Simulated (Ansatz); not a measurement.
## Single-point calculation, with input and output: SiO (part 1 of 2)

The run: single-point calculation of SiO (4 atoms in the cell). Method and program: DFT PBE, scalar-relativistic, plane waves, PAW, spin-polarised (Ansatz 0.2.0).

The structure was made by swapping elements on the sites of another compound; it need not be a known phase. It belongs to a series of runs on one base structure; here: hexagonal BN type (P6_3/mmc, No. 194). Figures and captions count atoms from 1; the log counts them from 0 in places.

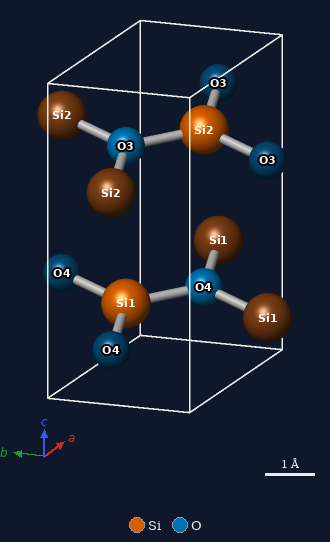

*The structure as given in the input (ball-and-stick view of the cell of the calculation, seen at an oblique angle; neighbours outside the cell are drawn fainter; atoms are numbered from 1 in the order of the input).*

Near neighbours in the crystal (not all of them lie inside the picture): Si has 3 O at 1.71 Å; O has 3 Si at 1.71 Å.

Input:
```yaml
crystal:
  lattice:
    - [2.9641466119, 0.0, 0.0]
    - [-1.482073306, 2.5670262664, 0.0]
    - [0.0, 0.0, 7.8853190196]
  atoms:
    - { symbol: Si, position: [0.3333333333, 0.6666666667, 0.25] }
    - { symbol: Si, position: [0.6666666667, 0.3333333333, 0.75] }
    - { symbol: O, position: [0.3333333333, 0.6666666667, 0.75], spin: 1.0 }
    - { symbol: O, position: [0.6666666667, 0.3333333333, 0.25], spin: 1.0 }
basis:
  ecutwfc: 420
kpoints:
  mp_grid: { grid: [6, 6, 2] }
hamiltonian:
  xc: pbe
scf:
  occupations: { method: gaussian, width: 0.1 }
  lower_state_search: "off"
output:
  forces: true
  stress: true
  eigenvalues: true
  populations: true
magnetization:
  spin_polarized: true
```

Hardware: 1 thread of Intel Xeon (Granite Rapids), 192 GiB of memory available, shared host.

Run as:
```bash
ansatz run input.yaml --threads 1 --pin off --max-ram 2560MiB --backend cpu --events-out ev --progress --plain --runs-dir out
```

What the program printed:
```
Engine: ansatz 0.2.0, x86_64-unknown-linux-gnu
Pseudopotentials: kind: paw
Pseudopotential: Si, paw, valence charge 4, recommended cutoff 420 eV (normal), Si.paw.azcp
Pseudopotential: O, paw, valence charge 6, recommended cutoff 420 eV (normal), O.paw.azcp
Functional definition: PBE
  parameter kappa = 0.804
  parameter beta = 0.06672455060314922
  exchange = pbe_x(kappa = kappa, mu = beta*pi^2/3)
  correlation = pbe_c(beta = beta)
Crystal: 4 atoms, lattice volume = 60.000 Å³
Basis set: ecut = 420 eV, 1155 PW (Γ), exchange–correlation on 40×40×108 points (8 copies of the dense FFT grid, shifted against one another)
Bands: 15, of which v1, the nominal top of the filled ones, is band 10 counted from 1 (9 counted from 0)
Symmetry: 24 space group operations
Space group: P63/mmc (ITA 194), of the structure as read, at distance tolerance 3.9e-5 Å
Magnetic group: BNS 194.263 (UNI 1493), of the structure as read, at distance tolerance 3.9e-5 Å
k-points: 14 of 72
Non-local potential: Si, projectors of the file, l = 0: 2, l = 1: 2, l = 2: 2
Non-local potential: O, projectors of the file, l = 0: 2, l = 1: 2, l = 2: 1
PAW form: soft (Blöchl's): semilocal exchange-correlation on the pseudo side does not see the compensation charge
PAW one-centre angular grid: Si, 110 points (default); XC on 64 Gauss nodes
PAW one-centre angular grid: O, 110 points (default); XC on 64 Gauss nodes
Initial density: superposition of atomic densities (chi_scale 0.1, normalization cell, long waves kept (reshape's long-wave potential 0.03 eV rms))
Starting moments: Σ|m| = 2 μB on 2 of 4 sites
Initial wavefunctions: pseudopotential atomic-orbital guess
Functional: x = pbe(κ = 0.804, μ = 0.2195149727645171), c = pbe(β = 0.06672455060314922)
```
